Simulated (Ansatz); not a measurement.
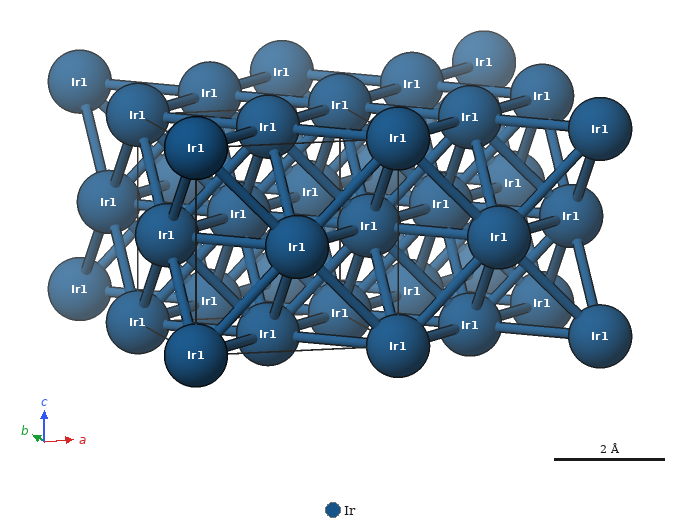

*The input geometry (ball-and-stick view of the cell 4 times as large as that of the calculation, set on its symmetry axes, repeated 2 × 2 × 1, seen slightly off an axis; atoms are numbered from 1 in the order of the input).*

Near neighbours in the crystal (not all of them lie inside the picture): Ir has 12 Ir at 2.71 Å.

Geometry relaxation, with input and output: Ir

The run: geometry relaxation of Ir (Fm-3m, 1 atom in the cell). Method and program: DFT r2SCAN, scalar-relativistic, plane waves, PAW, no spin polarisation (Ansatz 0.2.0).

The structure derives from a Materials Project entry. It belongs to a series of runs on one base structure; here: relaxed at 1 GPa. Figures and captions count atoms from 1; the log counts them from 0 in places.

Log:
```
Engine: ansatz 0.2.0, x86_64-unknown-linux-gnu
Pseudopotentials: kind: paw
Pseudopotential: Ir, paw, valence charge 17, recommended cutoff 500 eV (meta_gga), Ir.paw.azcp
Functional definition: r2SCAN
  parameter k0 = 0.174
  parameter k1 = 0.065
  parameter a1 = 4.9479
  exchange = r2scan_x(k0 = k0, k1 = k1, a1 = a1)
  correlation = r2scan_c
Crystal: 1 atoms, lattice volume = 14.063 Å³
Basis set: ecut = 500 eV, 339 PW (Γ), exchange–correlation on 80×80×80 points (64 copies of the dense FFT grid, shifted against one another)
Bands: 13, of which v1, the nominal top of the filled ones, is band 9 counted from 1 (8 counted from 0)
Symmetry: 48 space group operations
Space group: Fm-3m (ITA 225), of the structure as read, at distance tolerance 2.4e-5 Å
k-points: 195 of 5832
Non-local potential: Ir, projectors of the file, l = 0: 3, l = 1: 2, l = 2: 2, l = 3: 1
PAW form: soft (Blöchl's): semilocal exchange-correlation on the pseudo side does not see the compensation charge
PAW frozen core: Ir, regenerated for the run's functional (the file was generated under x = pbe(κ = 0.804, μ = 0.2195149727645171), c = pbe(β = 0.06672455060314922))
PAW one-centre angular grid: Ir, 590 points (default); XC on 160 Gauss nodes
Initial density: superposition of atomic densities (neutral atoms: chi_scale 0, normalization atom), corrected by the library's trained network
Initial wavefunctions: pseudopotential atomic-orbital guess
Functional: x = r2scan, c = r2scan; τ floored in thin density (d = 2e-4 eV/Å³)
SCF iter   1: F=—  HF=-11948.697923 eV  |F-HF|=—  |Δ(HF+E_count)|=         —  Δρ=1.11e-2  dr2=7.87e-3  dr2_τ=3.86e-2  ethr=1.77e-3  ⟨swp⟩=5.0  Hψ=14608  notcnv=0
preconditioner: auto → none  [metal: Δε(μ)=0.001 eV  Ē_g=15.013 eV  σ=0.100 eV  W_gap=0.01  n_scr=0 (ndim 8)  ℏωp=29.7 eV  f_vac=0.000  D(μ)=0.96/eV (n_scr^D=14)]
SCF iter   2: F=—  HF=-11948.724957 eV  |F-HF|=—  |Δ(HF+E_count)|=   2.70e-2  Δρ=5.18e-3  dr2=8.59e-4  dr2_τ=4.53e-4  ethr=4.63e-5  ⟨swp⟩=2.0  Hψ=5759  notcnv=0  defer=84
SCF iter   3: F=—  HF=-11948.725627 eV  |F-HF|=—  |Δ(HF+E_count)|=   6.70e-4  Δρ=1.63e-3  dr2=8.07e-5  dr2_τ=2.66e-5  ethr=5.06e-6  ⟨swp⟩=2.0  Hψ=3073  notcnv=0  defer=84
SCF iter   4: F=—  HF=-11948.725705 eV  |F-HF|=—  |Δ(HF+E_count)|=   7.82e-5  Δρ=1.32e-4  dr2=8.94e-7  dr2_τ=1.05e-7  ethr=4.75e-7  ⟨swp⟩=2.3  Hψ=3581  notcnv=0  defer=84
iter 5 did not close the SCF: its close was put off for the readings that it lacked (scf_convergence_deferred on its scf_iter line)
SCF iter   5: F=-11948.725706 eV  HF=-11948.725706 eV  |F-HF|=3.17e-9  |Δ(HF+E_count)|=   7.61e-7  Δρ=3.36e-5  dr2=9.53e-8  dr2_τ=1.41e-8  ethr=5.26e-9  ⟨swp⟩=2.0  Hψ=3749  notcnv=0  defer=84
SCF iter   6: F=-11948.725706 eV  HF=-11948.725706 eV  |F-HF|=2.51e-10  |Δ(HF+E_count)|=   3.03e-8  Δρ=1.03e-5  dr2=1.02e-8  dr2_τ=9.27e-10  ethr=5.61e-10  ⟨swp⟩=6.8  Hψ=14529  notcnv=0
SCF 1 converged in 6 iterations: F = -11948.725706 eV  dr2 = 1.02e-8
  greatest PAW one-centre occupation: 1.000 electrons in one spin orbital (limit 2), on the Ir atom at site 0 (counted from 0), in its partial waves of l = 0
relax step   1: F+E_penalty+E_count = -11948.72570608 eV  Δ(F+E_penalty+E_count) = +0.000e0 eV  max|allowed force component| = 0.000e0 eV/Å  Δτ_max = 0.0000 Å  P = +3.803 GPa  Ω = 14.063 Å³  (6 SCF iters, dr2 threshold 1.00e-7 eV, accepted)
Crystal: 1 atoms, lattice volume = 14.350 Å³
Initial density: handed on by an earlier stage of this run
Initial wavefunctions: those handed on with the density
iter 1 solved again at ethr=1.55e-6 eV; its pass at ethr=3.10e-3 eV (dr2=2.64e-4 eV) is discarded
SCF iter   1: F=—  HF=-11948.712057 eV  |F-HF|=—  |Δ(HF+E_count)|=         —  Δρ=1.49e-3  dr2=2.89e-4  dr2_τ=1.50e-2  ethr=1.55e-6  ⟨swp⟩=1.2  Hψ=16873  notcnv=0
preconditioner: auto → none  [metal: Δε(μ)=0.016 eV  Ē_g=14.681 eV  σ=0.100 eV  W_gap=0.09  n_scr=0 (ndim 8)  ℏωp=29.4 eV  f_vac=0.000  D(μ)=1.01/eV (n_scr^D=14)]
SCF iter   2: F=—  HF=-11948.725369 eV  |F-HF|=—  |Δ(HF+E_count)|=   1.33e-2  Δρ=1.05e-3  dr2=1.39e-4  dr2_τ=5.93e-5  ethr=1.55e-6  ⟨swp⟩=2.0  Hψ=4208  notcnv=0
SCF iter   3: F=—  HF=-11948.725333 eV  |F-HF|=—  |Δ(HF+E_count)|=   3.58e-5  Δρ=4.64e-4  dr2=2.12e-5  dr2_τ=4.17e-6  ethr=8.16e-7  ⟨swp⟩=2.2  Hψ=3512  notcnv=0
SCF iter   4: F=—  HF=-11948.725337 eV  |F-HF|=—  |Δ(HF+E_count)|=   3.63e-6  Δρ=2.60e-4  dr2=9.40e-6  dr2_τ=1.11e-6  ethr=1.25e-7  ⟨swp⟩=2.0  Hψ=4019  notcnv=0
SCF iter   5: F=—  HF=-11948.725334 eV  |F-HF|=—  |Δ(HF+E_count)|=   2.45e-6  Δρ=1.19e-4  dr2=1.99e-6  dr2_τ=9.61e-8  ethr=5.53e-8  ⟨swp⟩=2.0  Hψ=3412  notcnv=0
SCF iter   6: F=—  HF=-11948.725334 eV  |F-HF|=—  |Δ(HF+E_count)|=   5.69e-7  Δρ=4.20e-5  dr2=2.45e-7  dr2_τ=1.60e-8  ethr=1.17e-8  ⟨swp⟩=2.4  Hψ=3719  notcnv=0
SCF iter   7: F=-11948.725334 eV  HF=-11948.725334 eV  |F-HF|=3.18e-8  |Δ(HF+E_count)|=   6.34e-8  Δρ=1.82e-5  dr2=4.52e-8  dr2_τ=4.33e-9  ethr=5.88e-10  ⟨swp⟩=7.0  Hψ=12381  notcnv=0
SCF 2 converged in 7 iterations: F = -11948.725334 eV  dr2 = 4.52e-8
relax step   2: F+E_penalty+E_count = -11948.72533360 eV  Δ(F+E_penalty+E_count) = +3.725e-4 eV  max|allowed force component| = 0.000e0 eV/Å  Δτ_max = 0.0000 Å  P = -3.827 GPa  Ω = 14.350 Å³  energy of the carried Pulay correction = -2.101e-4 eV  (7 SCF iters, dr2 threshold 1.00e-7 eV, rejected (line search))
Crystal: 1 atoms, lattice volume = 14.167 Å³
iter 1 solved again at ethr=4.81e-7 eV; its pass at ethr=3.10e-3 eV (dr2=8.18e-5 eV) is discarded
SCF iter   1: F=—  HF=-11948.722150 eV  |F-HF|=—  |Δ(HF+E_count)|=         —  Δρ=8.02e-4  dr2=7.90e-5  dr2_τ=6.00e-3  ethr=4.81e-7  ⟨swp⟩=2.0  Hψ=16906  notcnv=0
preconditioner: auto → none  [metal: Δε(μ)=0.010 eV  Ē_g=14.882 eV  σ=0.100 eV  W_gap=0.06  n_scr=0 (ndim 8)  ℏωp=29.6 eV  f_vac=0.000  D(μ)=0.97/eV (n_scr^D=14)]
SCF iter   2: F=—  HF=-11948.727164 eV  |F-HF|=—  |Δ(HF+E_count)|=   5.01e-3  Δρ=5.29e-4  dr2=3.24e-5  dr2_τ=1.45e-5  ethr=4.65e-7  ⟨swp⟩=2.0  Hψ=4213  notcnv=0
SCF iter   3: F=—  HF=-11948.727154 eV  |F-HF|=—  |Δ(HF+E_count)|=   9.87e-6  Δρ=2.43e-4  dr2=4.84e-6  dr2_τ=1.04e-6  ethr=1.91e-7  ⟨swp⟩=2.3  Hψ=3528  notcnv=0
SCF iter   4: F=—  HF=-11948.727159 eV  |F-HF|=—  |Δ(HF+E_count)|=   4.52e-6  Δρ=1.29e-4  dr2=2.24e-6  dr2_τ=2.60e-7  ethr=2.85e-8  ⟨swp⟩=2.0  Hψ=4018  notcnv=0
SCF iter   5: F=—  HF=-11948.727158 eV  |F-HF|=—  |Δ(HF+E_count)|=   2.20e-7  Δρ=5.37e-5  dr2=3.93e-7  dr2_τ=1.96e-8  ethr=1.32e-8  ⟨swp⟩=2.0  Hψ=3480  notcnv=0
SCF iter   6: F=—  HF=-11948.727158 eV  |F-HF|=—  |Δ(HF+E_count)|=   1.14e-7  Δρ=1.72e-5  dr2=3.97e-8  dr2_τ=2.62e-9  ethr=2.31e-9  ⟨swp⟩=2.7  Hψ=3886  notcnv=0
SCF iter   7: F=—  HF=-11948.727158 eV  |F-HF|=—  |Δ(HF+E_count)|=   1.01e-8  Δρ=6.78e-6  dr2=6.04e-9  dr2_τ=5.91e-10  ethr=2.33e-10  ⟨swp⟩=2.1  Hψ=3410  notcnv=0
SCF iter   8: F=—  HF=-11948.727158 eV  |F-HF|=—  |Δ(HF+E_count)|=   1.55e-9  Δρ=1.89e-6  dr2=4.58e-10  dr2_τ=4.74e-11  ethr=3.55e-11  ⟨swp⟩=2.6  Hψ=3718  notcnv=0
SCF iter   9: F=-11948.727158 eV  HF=-11948.727158 eV  |F-HF|=1.46e-11  |Δ(HF+E_count)|=  1.07e-10  Δρ=2.43e-7  dr2=7.28e-12  dr2_τ=7.95e-13  ethr=1.00e-12  ⟨swp⟩=4.0  Hψ=11621  notcnv=0
SCF 3 converged in 9 iterations: F = -11948.727158 eV  dr2 = 7.28e-12
relax step   3: F+E_penalty+E_count = -11948.72715834 eV  Δ(F+E_penalty+E_count) = -1.452e-3 eV  max|allowed force component| = 0.000e0 eV/Å  Δτ_max = 0.0000 Å  P = +0.927 GPa  Ω = 14.167 Å³  energy of the carried Pulay correction = -7.669e-5 eV  (9 SCF iters, accepted)
Initial wavefunctions: pseudopotential atomic-orbital guess (no wavefunctions were taken with the density)
iter 1 solved again at ethr=5.93e-9 eV; its pass at ethr=3.10e-3 eV (dr2=1.01e-6 eV) is discarded
SCF iter   1: F=—  HF=-11948.727172 eV  |F-HF|=—  |Δ(HF+E_count)|=         —  Δρ=2.95e-4  dr2=2.27e-7  dr2_τ=1.54e-7  ethr=5.93e-9  ⟨swp⟩=3.0  Hψ=21028  notcnv=0
preconditioner: auto → none  [metal: Δε(μ)=0.012 eV  Ē_g=14.866 eV  σ=0.100 eV  W_gap=0.07  n_scr=0 (ndim 8)  ℏωp=29.6 eV  f_vac=0.000  D(μ)=0.98/eV (n_scr^D=14)]
SCF iter   2: F=—  HF=-11948.727216 eV  |F-HF|=—  |Δ(HF+E_count)|=   4.40e-5  Δρ=1.47e-4  dr2=5.57e-8  dr2_τ=1.07e-6  ethr=1.33e-9  ⟨swp⟩=2.1  Hψ=3346  notcnv=0
SCF iter   3: F=—  HF=-11948.727233 eV  |F-HF|=—  |Δ(HF+E_count)|=   1.67e-5  Δρ=6.28e-6  dr2=2.31e-9  dr2_τ=1.75e-9  ethr=3.27e-10  ⟨swp⟩=2.0  Hψ=3436  notcnv=0
SCF iter   4: F=—  HF=-11948.727233 eV  |F-HF|=—  |Δ(HF+E_count)|=   1.33e-8  Δρ=1.87e-6  dr2=1.34e-10  dr2_τ=4.59e-11  ethr=1.36e-11  ⟨swp⟩=2.3  Hψ=3706  notcnv=0
SCF iter   5: F=-11948.727233 eV  HF=-11948.727233 eV  |F-HF|=7.28e-12  |Δ(HF+E_count)|=  8.35e-10  Δρ=1.73e-7  dr2=1.48e-12  dr2_τ=6.11e-13  ethr=1.00e-12  ⟨swp⟩=5.9  Hψ=10292  notcnv=0
SCF 4 converged in 5 iterations: F = -11948.727233 eV  dr2 = 1.48e-12
relax step   4: F+E_penalty+E_count = -11948.72723268 eV  Δ(F+E_penalty+E_count) = -7.434e-5 eV  max|allowed force component| = 0.000e0 eV/Å  Δτ_max = 0.0000 Å  P = +0.931 GPa  Ω = 14.167 Å³  stress off target by 6.94e-2 GPa  SCF on the basis re-selected at this cell (its energy is not comparable with the rows above)  (5 SCF iters)
```

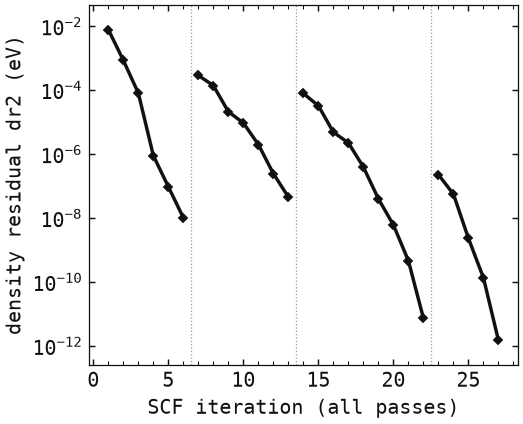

*Convergence of the self-consistent field: density residual dr2 against the SCF iteration. The dotted lines part the SCF passes of the relaxation: geometry steps, rejected trials and re-solves on a re-selected basis.*

The passes take 6, 7, 9 and 5 iterations.

```
basis re-selected at this cell: Δ(F+E_penalty+E_count) = -7.434e-5 eV, ΔP = +0.004 GPa vs the last step (what re-selecting the basis moved, of the pressure what is left beyond the Pulay correction that the steps carried, after the strain that the cell walked since its last selection, with what the two solves' SCF thresholds leave and, on support functions, any second-order correction that the steps lacked; it is no measure of the basis error at this ecutwfc). This SCF's stress stands 6.94e-2 GPa from its target on what of the cell is left free (relax.cell.stress_tol is 8.00e-2 GPa) and its largest allowed force component is 0.00e0 eV/Å (relax.f_tol is 8.00e-3 eV/Å): within both
SCF converged after 5 iterations
Free energy (F): -11948.727233 eV
Harris-Foulkes:  -11948.727233 eV  (|F-HF|=7.28e-12)
Internal energy: -11948.722343 eV  (E = F + TS)
E sigma→0 (E₀):  -11948.724788 eV
Entropy (-TS):   -0.004890 eV (-4.890 meV/atom)
Fermi energy:    25.577595 eV
--- Per-component energies (eV) ---
  E_band       = -101.338014
  E_kinetic    = 623.622299
  E_local      = -1067.800758  (includes V_loc(G=0)·N_el)
  E_nonlocal   = 73.931879
  E_hartree    = 410.779650
  E_xc         = -255.533697
  E_vxc        = -333.665712  (∫ρ·V_xc dr)
  E_paw        = -9249.710259  (= ΣΔE_a)
  E_vpaw       = -239.695795  (= ΣTr[D̂ρ^β])
  E_aug_tail   = -0.000019  (compensation charges beyond the density's cutoff)
  E_vtau       = 20.710814  (kinetic-family band-sum trace: ∫τ·v_τ [+ j·A + Jᵃ·Aᵃ] dr)
  E_ewald      = -2483.694544
  E_core_change = -0.316894  (= ΣΔE_core)
  E_smearing   = -0.004890  (= −TS)
  E_closure    = 0.000000  (closes the sum)
  Σ components = -11948.727233   (vs F -11948.727233, Δ=0.00e0)
--- Forces (eV/Å), atoms counted from 1 ---
  atom   1  Ir     0.00000000     0.00000000    -0.00000000
  max |Σ_I F_I| component: 4.72e-32 eV/Å
--- Stress (GPa, compression-positive) ---
        0.930622      -0.000000      -0.000000
       -0.000000       0.930622      -0.000000
       -0.000000      -0.000000       0.930622
  P = ⅓ Tr σ = 0.9306 GPa (9.306 kbar)
--- Band table (eV; the first three rows and the last of 195) ---
  k-point 0: bands = ["-69.4030", "-25.2339", "-25.2339", "-25.2339", "14.0399", "21.5390", "21.5390", "21.5390", "24.2475", "24.2475", "39.7940", "45.5806", "45.5806"]
  k-point 1: bands = ["-69.4008", "-25.2604", "-25.2375", "-25.2375", "14.1845", "21.4606", "21.6012", "21.6012", "24.2068", "24.2068", "40.0430", "44.9370", "45.8185"]
  k-point 2: bands = ["-69.3943", "-25.3365", "-25.2479", "-25.2479", "14.6028", "21.2600", "21.7633", "21.7633", "24.1187", "24.1187", "40.7279", "43.5891", "46.5126"]
  k-point 194: bands = ["-69.3036", "-25.8341", "-25.7499", "-25.5547", "18.9807", "19.9678", "21.0673", "23.7427", "27.1202", "34.1954", "34.2605", "35.6158", "39.4449"]
--- Relaxed structure (3 steps of the walk, 2 accepted, 1 SCFs on fresh bases) ---
  F+E_penalty+E_count = -11948.72723268 eV   max|allowed force component| = 0.000e0 eV/Å   (the final SCF, on the basis selected at the relaxed cell)
  cell:  # Å, volume = 14.1672 Å³
    - [1.7833802115134568e-34, 1.9205151761649584, 1.9205151761649584]
    - [1.9205151761649584, 2.929838918914965e-34, 1.9205151761649584]
    - [1.9205151761649584, 1.9205151761649584, 3.694144723849303e-34]
  atoms:
    - { symbol: Ir, position: [0.0, 0.0, 0.0] }
```

Trajectory as extended XYZ (Å, eV, eV/Å), 4 frames, from step=1 to step=4:
```
1
Lattice="0.0000 1.9158 1.9158 1.9158 0.0000 1.9158 1.9158 1.9158 0.0000" Properties=species:S:1:pos:R:3:forces:R:3 step=1 energy=-11948.72571 pressure_GPa=3.80
Ir    0.0000    0.0000    0.0000    0.0000   0.0000   0.0000
1
Lattice="0.0000 1.9287 1.9287 1.9287 0.0000 1.9287 1.9287 1.9287 0.0000" Properties=species:S:1:pos:R:3:forces:R:3 step=2 energy=-11948.72533 pressure_GPa=-3.83 accepted=F
Ir    0.0000    0.0000    0.0000    0.0000   0.0000   0.0000
1
Lattice="0.0000 1.9205 1.9205 1.9205 0.0000 1.9205 1.9205 1.9205 0.0000" Properties=species:S:1:pos:R:3:forces:R:3 step=3 energy=-11948.72716 pressure_GPa=0.93
Ir    0.0000    0.0000    0.0000    0.0000   0.0000   0.0000
1
Lattice="0.0000 1.9205 1.9205 1.9205 0.0000 1.9205 1.9205 1.9205 0.0000" Properties=species:S:1:pos:R:3:forces:R:3 step=4 energy=-11948.72723 pressure_GPa=0.93
Ir    0.0000    0.0000    0.0000    0.0000   0.0000   0.0000
```

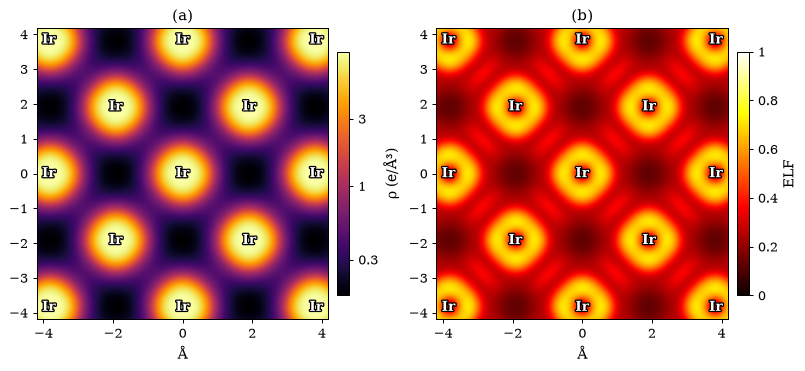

*(a) valence pseudo-density; (b) electron localisation function on the (100) plane of the conventional cell.*

The section cuts through Ir sites. Ir–Ir (2.72 Å): ρ is about 0.44 e/Å³ halfway; the ELF is about 0.35 at the midpoint, as expected for nearly free electrons, as in a simple metal. Away from the nuclei the density in this plane falls to 0.17 e/Å³ at its lowest. The strong features right at Ir lie inside the PAW spheres (semicore, d or f shells) and say nothing about bonding. The fields are those of the smooth PAW valence density.

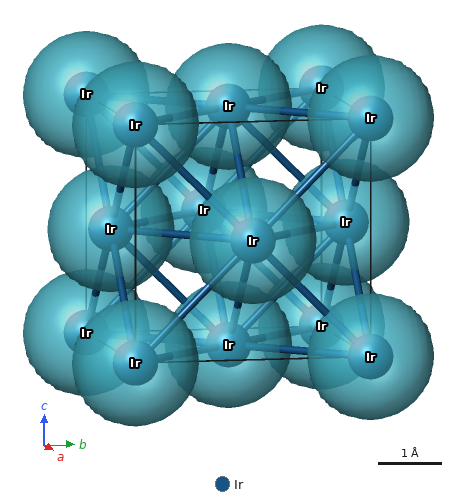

*Isosurface of the valence electron density at 0.8 e/Å³ (cyan), seen slightly off an axis. Sticks mark near contacts. The outline is the cell set on symmetry axes.*

At this value the density breaks into separate islands; it holds about 75 % of the electrons treated as valence (semicore included). It is pinched off along the Ir–Ir (2.72 Å) contacts. On the grid the lowest density along these lines, outside the cores, is 0.44 e/Å³ (Ir–Ir, 2.72 Å).

This output came from the following input.

The input:
```yaml
crystal:
  lattice:
    - [0.0, 1.9158009572, 1.9158009572]
    - [1.9158009572, 0.0, 1.9158009572]
    - [1.9158009572, 1.9158009572, 0.0]
  atoms:
    - { symbol: Ir, position: [0.0, 0.0, 0.0] }
basis:
  ecutwfc: 500
kpoints:
  mp_grid: { grid: [18, 18, 18] }
hamiltonian:
  xc: r2scan
scf:
  occupations: { method: gaussian, width: 0.1 }
output:
  forces: true
  stress: true
  eigenvalues: true
  write_density: true
  write_potential: true
  elf: true
  volumetric_format: npy
relax:
  adjacent_minimum: "off"
  f_tol: 0.008
  max_steps: 50
  cell: { stress_tol: 0.08, p_target: 1.0 }
```

Launched with:
```bash
ansatz run input.yaml --threads 1 --pin off --max-ram 2560MiB --backend cpu --events-out ev --progress --plain --runs-dir out
```

Key numbers:

```json
{"quantity": "outcome", "value": "converged"}
{"quantity": "space group (tolerance 0.01 Å)", "value": "Fm-3m (225)"}
{"quantity": "electrons treated", "value": "17"}
{"quantity": "free energy", "value": "−11948.7272 eV"}
{"quantity": "Fermi energy", "value": "25.578 eV"}
{"quantity": "gap on the k-point mesh", "value": "none (metallic)"}
{"quantity": "pressure", "value": "0.93 GPa"}
{"quantity": "final volume", "value": "14.17 Å³"}
{"quantity": "largest force (length of the vector) at the end", "value": "under 0.001 eV/Å"}
{"quantity": "final cell", "value": "a = 2.716 Å, b = 2.716 Å, c = 2.716 Å, α = 60.00°, β = 60.00°, γ = 60.00°"}
{"quantity": "hardware", "value": "1 thread of Intel Xeon @ 2.50GHz (Skylake/Cascade Lake), 192 GiB of memory available, shared host"}
{"quantity": "wall time", "value": "34 s"}
{"quantity": "peak memory", "value": "0.43 GiB"}
```

Spin–orbit coupling is left out, which matters for Ir.
